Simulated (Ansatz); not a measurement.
## A series of single points on CoPdO2

System: CoPdO2 (R-3m, 4 atoms in the cell).
Method: Kohn-Sham DFT of a periodic cell, LDA, Ansatz PAW, spin-polarised (Ansatz 0.2.0).

The 5 runs differ only in the geometry, by an even scaling of the cell at fixed fractional positions. The structure derives from a Materials Project entry.

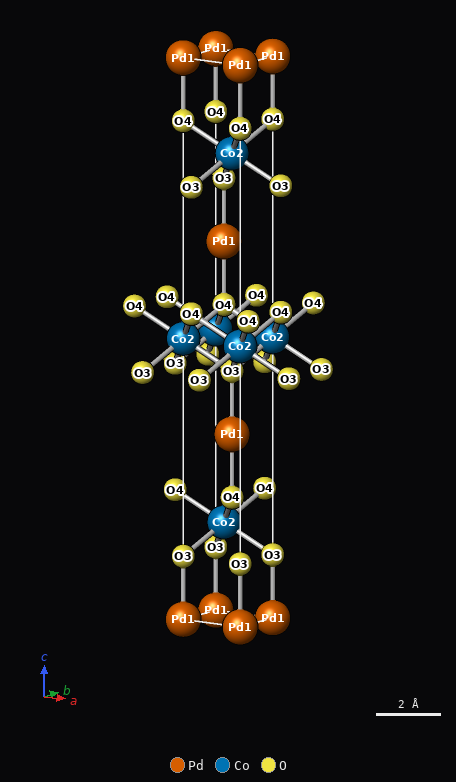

Figure 1. The structure of run 3 (ball-and-stick view of the cell 3 times as large as that of the calculation, set on its symmetry axes, seen slightly off an axis; bonded neighbours outside the cell are drawn too; atoms are numbered from 1 in the order of the input).

**Input of run 3**
```yaml
crystal:
  lattice:
    - [1.4316899074, 0.8265865534, 5.9577715763]
    - [-1.4316899074, 0.8265865534, 5.9577715763]
    - [0.0, -1.6531731068, 5.9577715763]
  atoms:
    - { symbol: Pd, position: [0.0, 0.0, 0.0] }
    - { symbol: Co, position: [0.5, 0.5, 0.5], spin: 2.0 }
    - { symbol: O, position: [0.112476, 0.112476, 0.112476] }
    - { symbol: O, position: [0.887524, 0.887524, 0.887524] }
hamiltonian:
  xc: lda
  pseudopotentials: { kind: paw }
magnetization:
  spin_polarized: true
kpoints:
  mp_grid: { grid: [11, 11, 11] }
scf:
  occupations: { method: fermi_dirac, width: 0.05 }
output:
  forces: true
  stress: true
  eigenvalues: true
```

Command:
```bash
ansatz run input.yaml --threads 2 --pin off --max-ram 5632MiB --backend cpu --events-out ev --progress --plain --runs-dir out
```

Lattice vectors (Å) and fractional positions of run 3:
```
   1.431690    0.826587    5.957772
  -1.431690    0.826587    5.957772
   0.000000   -1.653173    5.957772
Pd  0.000000  0.000000  0.000000
Co  0.500000  0.500000  0.500000
O   0.112476  0.112476  0.112476
O   0.887524  0.887524  0.887524
```

Run 2 differs from it as follows:
```diff
-    - [1.4316899074, 0.8265865534, 5.9577715763]
-    - [-1.4316899074, 0.8265865534, 5.9577715763]
-    - [0.0, -1.6531731068, 5.9577715763]
+    - [1.4220809608, 0.8210388255, 5.9177853274]
+    - [-1.4220809608, 0.8210388255, 5.9177853274]
+    - [0.0, -1.642077651, 5.9177853274]
```

**Results, with one run withheld**

```tsv
run	volume per atom (Å³)	free energy per atom, from the lowest run given (meV)	pressure (GPa)
1	9.941	0.00	−4.53
2	10.364	?	?
3	10.576	45.73	−17.72
4	10.787	71.43	−21.09
5	10.999	101.25	−24.05
```

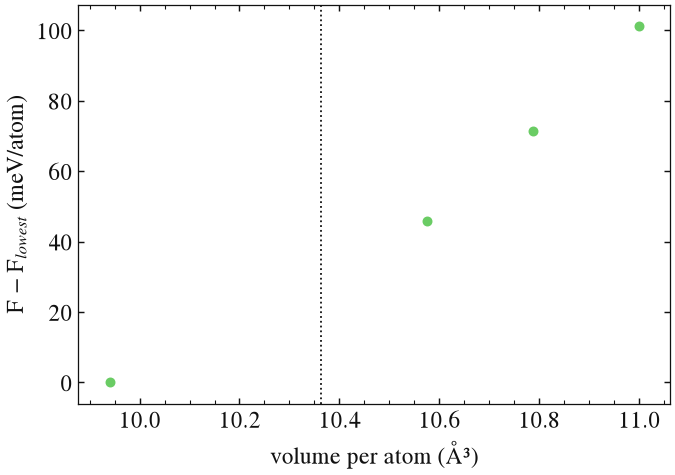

Figure 2. Free energy per atom of the runs given; the dotted line marks run 2.

What should run 2 give?

A quadratic polynomial in V^(−2/3) (the Birch–Murnaghan form), fitted to the 4 runs given, misses them by at most 0.10 meV per atom. With x = V^(−2/3) − 0.20772 Å⁻², it reads F = 44.362 − 8290.3 x + 3.634e+05 x² (meV per atom). At run 2 it gives 24.95 meV per atom, and the run itself gives 24.81. The slope of the fit gives a pressure −dF/dV of −13.80 GPa there, and the run prints −13.87 GPa. The two needn't agree exactly: the fit is approximate, and the printed stress is taken on a finite basis. The fit has no minimum inside this range.

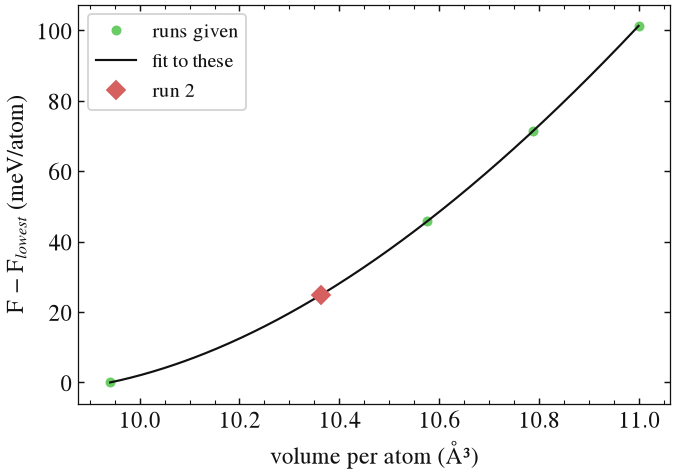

Figure 3. The fit and the withheld run.

**Output, shortened to warnings, some set-up lines, iterations and results (run 2)**
```
WARN: the starting moments were not kept: the SCF closed with an absolute magnetisation of 3.4e-6 μB, where they sum to 2 μB in size (1 site). That is at most 0.1 of that sum. Measured as dr2_m measures the in/out step, that magnetisation stands 6.0e-12 eV from none, at or under the dr2_threshold of 1.0e-7 eV: it is no larger than a step whose dr2_m would equal this threshold. The system may hold …
Basis set: ecut = 420 eV, 805 PW (Γ), FFT grids on a1−a3, a2−a3, a3
Symmetry: 12 space group operations
k-points: 146 of 1331
Initial density: superposition of atomic densities (chi_scale 0.1, normalization cell, long waves kept (reshape's long-wave potential 0.32 eV rms))
[...]
SCF iter   1: F=—  HF=-13015.413681 eV  |F-HF|=—  |Δ(HF+E_count)|=         —  Δρ=1.95e-1 (↑9.28e-2 ↓1.95e-1)  dr2=1.58e1  dr2_m=5.53e0  M=0.181 μB ∫|m|=0.343 μB  β_m=0.30  …
SCF iter   2: F=—  HF=-13016.556844 eV  |F-HF|=—  |Δ(HF+E_count)|=    1.14e0  Δρ=1.16e-1 (↑1.03e-1 ↓1.16e-1)  dr2=2.27e0  dr2_m=3.85e0  M=0.002 μB ∫|m|=0.144 μB  β_m=0.53  …
SCF iter   3: F=—  HF=-13019.463075 eV  |F-HF|=—  |Δ(HF+E_count)|=    2.91e0  Δρ=2.30e-1 (↑2.30e-1 ↓1.15e-1)  dr2=8.11e1  dr2_m=1.93e0  M=1.161 μB ∫|m|=1.519 μB  β_m=0.32  …
SCF iter   4: F=—  HF=-13016.784616 eV  |F-HF|=—  |Δ(HF+E_count)|=    2.68e0  Δρ=5.79e-2 (↑5.79e-2 ↓2.95e-2)  dr2=2.71e0  dr2_m=2.68e-1  M=0.051 μB ∫|m|=0.090 μB  β_m=0.30  …
SCF iter   5: F=—  HF=-13016.484503 eV  |F-HF|=—  |Δ(HF+E_count)|=   3.00e-1  Δρ=3.98e-2 (↑3.98e-2 ↓9.05e-3)  dr2=5.74e-1  dr2_m=1.63e-1  M=0.005 μB ∫|m|=0.047 μB  β_m=0.29  …
[... 7 lines ...]
SCF iter  13: F=—  HF=-13016.500528 eV  |F-HF|=—  |Δ(HF+E_count)|=   1.87e-7  Δρ=1.26e-5 (↑1.11e-5 ↓1.26e-5)  dr2=1.97e-7  dr2_m=7.50e-9  M=-0.000 μB ∫|m|=0.000 μB  β_m=0.67  …
SCF iter  14: F=—  HF=-13016.500528 eV  |F-HF|=—  |Δ(HF+E_count)|=   2.96e-8  Δρ=2.89e-6 (↑2.33e-6 ↓2.89e-6)  dr2=3.04e-9  dr2_m=1.65e-9  M=-0.000 μB ∫|m|=0.000 μB  β_m=0.75  …
SCF iter  15: F=—  HF=-13016.500528 eV  |F-HF|=—  |Δ(HF+E_count)|=   4.01e-9  Δρ=1.81e-6 (↑6.37e-7 ↓1.81e-6)  dr2=1.26e-9  dr2_m=2.40e-10  M=-0.000 μB ∫|m|=0.000 μB  β_m=0.64 …
SCF iter  16: F=-13016.500528 eV  HF=-13016.500528 eV  |F-HF|=1.07e-9  |Δ(HF+E_count)|=  6.02e-10  Δρ=7.95e-7 (↑7.95e-7 ↓5.86e-7)  dr2=1.14e-9  dr2_m=2.30e-11  M=-0.000 μB …
SCF 1 converged in 16 iterations: F = -13016.500528 eV  dr2 = 1.14e-9
WARN: the starting moments were not kept: the SCF closed with an absolute magnetisation of 3.4e-6 μB, where they sum to 2 μB in size (1 site). That is at most 0.1 of that sum. Measured as dr2_m measures the in/out step, that magnetisation stands 6.0e-12 eV from none, at or under the dr2_threshold …
SCF converged after 16 iterations
Magnetization: -0.0000 μB (23.5000 up, 23.5000 down)
Absolute magnetization: 0.0000 μB (∫|ρ↑−ρ↓|, with the PAW one-centre terms)
Spin contamination: 0.0000 ħ² per cell (⟨S²⟩ above its minimum at these occupations)
Per-site moments (μB) at R_I (Å): [(-5.65950655885348e-8, 0.8236909178247449), (-9.586713220724848e-7, 0.7850505080886395), (8.381529400142261e-7, 0.7850505080886399), (8.381529400426458e-7, 0.7850505080886395)]
Free energy (F): -13016.500528 eV
Harris-Foulkes:  -13016.500528 eV  (|F-HF|=1.07e-9)
Internal energy: -13016.497888 eV  (E = F + TS)
E sigma→0 (E₀):  -13016.499208 eV
Entropy (-TS):   -0.002640 eV (-0.660 meV/atom)
Fermi energy:    14.185759 eV
--- Per-component energies (eV) ---
  E_band       = -510.745510
  E_kinetic    = 1309.292654
  E_local      = -6040.302557  (includes V_loc(G=0)·N_el)
  E_nonlocal   = 782.348808
  E_hartree    = 2461.848835
  E_xc         = -467.647034
  E_vxc        = -598.954345  (∫ρ·V_xc dr)
[...]
```

Warnings of the run: some starting moments were not kept.
